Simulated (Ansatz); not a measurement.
# Band-structure calculation of V

V (Pm-3m, 1 atom in the cell), computed with DFT, PBE, all-electron LAPW, scalar-relativistic, no spin polarisation (Ansatz 0.2.0).

Its volume is 0.45 times that of the source entry. It belongs to a series of runs on one base structure; here: volume scaled by 0.45, LAPW. Figures and captions count atoms from 1; the log counts them from 0 in places.

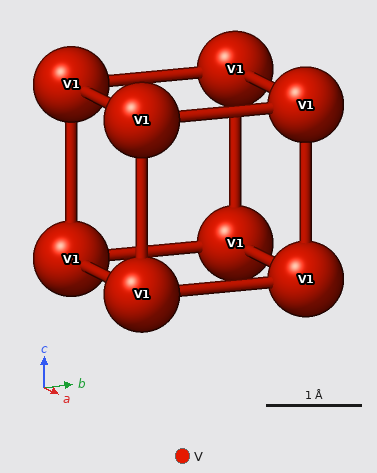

The input geometry (ball-and-stick view of the cell of the calculation, seen slightly off an axis; atoms are numbered from 1 in the order of the input). An atom can appear more than once, as a periodic image.

The input
```yaml
crystal:
  lattice:
    - [1.8786737264, 0.0, 0.0]
    - [0.0, 1.8786737264, 0.0]
    - [0.0, 0.0, 1.8786737264]
  atoms:
    - { symbol: V, position: [0.0, 0.0, 0.0] }
kpoints:
  mp_grid: { grid: [15, 15, 15] }
  band_path:
    path:
      - [0.0, 0.0, 0.0]
      - [0.0, 0.5, 0.0]
      - [0.5, 0.5, 0.0]
      - [0.0, 0.0, 0.0]
      - [0.5, 0.5, 0.5]
      - [0.0, 0.5, 0.0]
      - [0.5, 0.5, 0.5]
      - [0.5, 0.5, 0.0]
    npoints: 8
scf:
  occupations: { method: fermi_dirac, width: 0.08 }
hamiltonian:
  xc: pbe
  pseudopotentials: { kind: all_electron, lapw: { basis_error: 0.001 } }
output:
  forces: true
  stress: true
  eigenvalues: true
  populations: true
  dos: { projected: true, de: 0.2, e_range: [-14, 8] }
```

Hardware: 1 thread of Arm Neoverse V1, 112 GiB of memory available, shared host.

Launched with:
```bash
ansatz run input.yaml --threads 1 --pin off --max-ram 2048MiB --backend cpu --events-out ev --progress --plain --runs-dir out
```

The program's output
```
V: projections on atomic orbitals take those of the free atom 1s2 2s2 2p6 3s2 3p6 3d3 4s2, of charge +0.00 (hamiltonian.pseudopotentials.projection_atoms)
LAPW: plane waves up to 11.753 Å⁻¹, error target 1.0e-3 eV per atom; small_component_spin mean_spin; V in spheres of 0.939 Å, 21 of its electrons in bands, Dirac shells [] (how accurate: hamiltonian.pseudopotentials.lapw.basis_error, Limitations)
Engine: ansatz 0.2.0, aarch64-unknown-linux-gnu
Pseudopotentials: kind: all_electron
Pseudopotential: V, LAPW, valence charge 21, lapw/all_electron/scalar/gaussian/V, Koelling and Harmon's equation, gaussian nucleus
Functional definition: PBE
  parameter kappa = 0.804
  parameter beta = 0.06672455060314922
  exchange = pbe_x(kappa = kappa, mu = beta*pi^2/3)
  correlation = pbe_c(beta = beta)
Crystal: 1 atoms, lattice volume = 6.631 Å³
Basis set: ecut = 526.2998586609375 eV, 179 PW (Γ), exchange–correlation at level 2
Bands: 15, of which v1, the nominal top of the filled ones, is band 11 counted from 1 (10 counted from 0)
Symmetry: 48 space group operations
Space group: Pm-3m (ITA 221), of the structure as read, at distance tolerance 1.9e-5 Å
k-points: 120 of 3375
Non-local potential: V, projectors of the file, none
Initial density: superposition of atomic densities (chi_scale 0.1, normalization cell)
Initial wavefunctions: plane waves of lowest kinetic energy (no species holds an atomic orbital)
Functional: x = pbe(κ = 0.804, μ = 0.2195149727645171), c = pbe(β = 0.06672455060314922)
iter 1 solved again at ethr=1.89e-4 eV; its pass at ethr=1.00e-1 eV (dr2=3.96e-2 eV) is discarded
SCF iter   1: F=—  HF=-25824.753939 eV  |F-HF|=—  |Δ(HF+E_count)|=         —  Δρ=4.13e-2  dr2=3.98e-2  ethr=1.89e-4  ⟨swp⟩=2.9  Hψ=11640  notcnv=0
preconditioner: auto → none  [metal: Δε(μ)=0.062 eV  Ē_g=31.983 eV  σ=0.080 eV  W_gap=0.19  n_scr=0 (ndim 8)  ℏωp=47.8 eV  f_vac=0.000  D(μ)=0.74/eV (n_scr^D=6)]
SCF iter   2: F=—  HF=-25824.739539 eV  |F-HF|=—  |Δ(HF+E_count)|=   1.44e-2  Δρ=1.93e-2  dr2=7.76e-3  ethr=1.89e-4  ⟨swp⟩=2.0  Hψ=5143  notcnv=0
iter 3 solved again at ethr=4.28e-8 eV; its pass at ethr=3.69e-5 eV (dr2=9.00e-6 eV) is discarded
SCF iter   3: F=—  HF=-25824.736617 eV  |F-HF|=—  |Δ(HF+E_count)|=   2.92e-3  Δρ=7.69e-4  dr2=8.98e-6  ethr=4.28e-8  ⟨swp⟩=2.6  Hψ=8906  notcnv=0
SCF iter   4: F=—  HF=-25824.736629 eV  |F-HF|=—  |Δ(HF+E_count)|=         —  Δρ=1.58e-4  dr2=9.86e-7  ethr=4.28e-8  ⟨swp⟩=2.0  Hψ=5128  notcnv=0
the basis was enlarged: its passes take 449.9 KiB over the memory plan, 1 of 1 planned eigensolver slots
SCF iter   5: F=-25824.736628 eV  HF=-25824.736628 eV  |F-HF|=2.98e-8  |Δ(HF+E_count)|=   1.33e-6  Δρ=2.38e-5  dr2=9.94e-9  ethr=4.69e-9  ⟨swp⟩=2.1  Hψ=5145  notcnv=0
SCF 1 converged in 5 iterations: F = -25824.736628 eV  dr2 = 9.94e-9
```

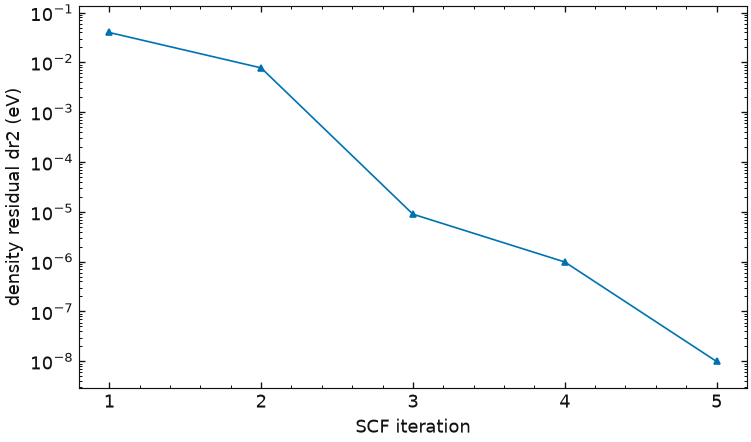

Convergence of the self-consistent field: density residual dr2 against the SCF iteration. The residual falls at every step.

```
NSCF: frozen V_eff on 57 k-points
SCF converged after 5 iterations
Free energy (F): -25824.736628 eV
Harris-Foulkes:  -25824.736628 eV  (|F-HF|=2.98e-8)
Internal energy: -25824.721123 eV  (E = F + TS)
E sigma→0 (E₀):  -25824.728876 eV
Entropy (-TS):   -0.015505 eV (-15.505 meV/atom)
Fermi energy:    37.227215 eV
--- Per-component energies (eV) ---
  E_band       = -3751.274927
  E_kinetic    = 26160.594706
  E_xc         = -1251.616995
  E_electrostatic = -50733.698834  (all electrons and nuclei)
  E_smearing   = -0.015505  (= −TS)
  E_closure    = 0.000000  (closes the sum)
  E_atoms      = -25823.683572  (free atoms, spherical and without spin; not in F)
  Σ components = -25824.736628   (vs F -25824.736628, Δ=0.00e0)
  Basis errors (estimates in eV, not in F): energy 4.3e-4 per atom: plane waves 3.8e-4 (2.1e-4 summed), levels above the bands 1.1e-112, relativity 4.3e-8, radial functions 4.2e-5, core shells 2.7e-15; eigenvalues (radial functions only) 2.4e-6; not estimated: angular momenta, meshes, grids; target (lapw.basis_error) 1.0e-3; muffin-tin radii V 0.939 Å
--- Forces (eV/Å), atoms counted from 1 ---
  atom   1  V     -0.00000000    -0.00000000    -0.00000000
  max |Σ_I F_I| component: 1.81e-31 eV/Å
--- Stress (GPa, compression-positive) ---
      503.951493       0.000000       0.000000
        0.000000     503.951493       0.000000
        0.000000       0.000000     503.951493
  P = ⅓ Tr σ = 503.9515 GPa (5039.515 kbar)
--- Band table (eV; the first three rows and the last of 120) ---
  k-point 0: bands = ["-556.9398", "-457.4399", "-457.4399", "-457.4399", "-29.5671", "1.8991", "1.8991", "1.8991", "30.4118", "30.4118", "30.8663", "44.9886", "44.9886", "44.9886", "68.0349"]
  k-point 1: bands = ["-556.9398", "-457.4399", "-457.4399", "-457.4399", "-29.4934", "1.5006", "1.9328", "1.9328", "30.4881", "30.7314", "31.2430", "44.6624", "44.6624", "45.0131", "66.5986"]
  k-point 2: bands = ["-556.9398", "-457.4399", "-457.4399", "-457.4399", "-29.2804", "0.4280", "2.0286", "2.0286", "30.7083", "31.2216", "32.6846", "43.7901", "43.7901", "45.0829", "63.7824"]
  k-point 119: bands = ["-556.9398", "-457.4399", "-457.4399", "-457.4399", "-24.0504", "-2.7952", "-2.7925", "-2.7925", "29.9460", "30.1035", "30.1035", "47.5777", "48.6794", "48.6794", "67.1377"]
--- Löwdin populations: 1 site ---
  site symbol       q [e]
     0      V     22.9400
  spilling = 0.002610 (of n_electrons = 23.000000)
```

File populations.tsv
```
# site	symbol	l	j	q
# orbitals = lowdin
# n_electrons = 23.000000
# spilling = 0.002610
# projection_atom_V: 1s2 2s2 2p6 3s2 3p6 3d3 4s2
0	V	0_1S	-	1.999875
0	V	0_2S	-	1.993102
0	V	0_3S	-	1.855753
0	V	0_4S	-	0.505218
0	V	1_2P	-	5.999773
0	V	1_3P	-	5.901704
0	V	2_3D	-	4.684550
```

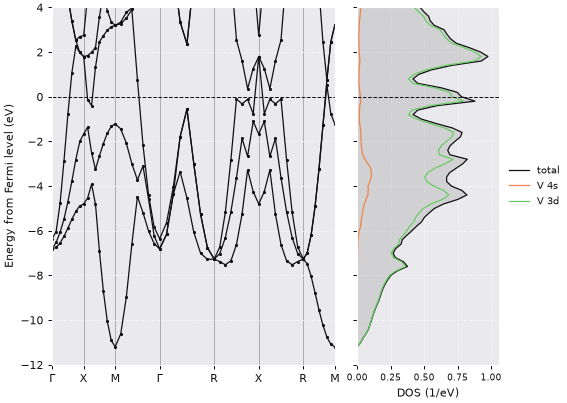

Band structure along Γ–X–M–Γ–R–X–R–M and density of states (projected on atomic shells), with energies from the Fermi level. Bands cross the Fermi level: a metal at this level of theory.

Summary

| quantity | value |
| --- | --- |
| outcome | converged |
| space group (tolerance 0.01 Å) | Pm-3m (221) |
| electrons in bands (core shells apart) | 21 |
| free energy | −25824.7366 eV |
| Fermi energy | 37.227 eV |
| pressure | 503.95 GPa |
| electronic character | metal |
| largest force (length of the vector) | under 0.001 eV/Å |
| wall time | 10 s |
| peak memory | 0.29 GiB |

Notes

The run has no spin polarisation, so a magnetic state may lie lower. The cell is under a pressure of 504 GPa at this level, so it is not at its equilibrium volume.
